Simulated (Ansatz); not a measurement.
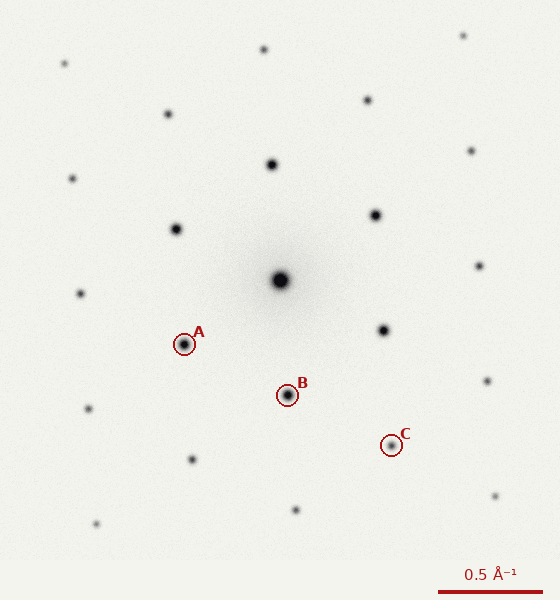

Computed electron diffraction pattern, 120 kV, single scattering only, B = 0.5 Å². The zone axis points towards the electron source and the pattern is seen from the source side.

Si, space group Pm-3m (No. 221), a = 2.542 Å. Structure: the input geometry of an electronic-structure calculation (not necessarily at equilibrium); the starting structure was generated, so it need not be a known form of this composition.

| atom | site | symmetry | x | y | z |
| --- | --- | --- | --- | --- | --- |
| Si | 1a | m-3m | 0.0000 | 0.0000 | 0.0000 |

Spot A is indexed -1 0 1 and spot B 0 -1 1.

Q: Give hkl for C.

A: C = −A + 2B = 1 -2 1 (d = 1.038 Å).

Q: Give [uvw].

A: The cross product of A and B is parallel to [111]; every spot obeys hu + kv + lw = 0.
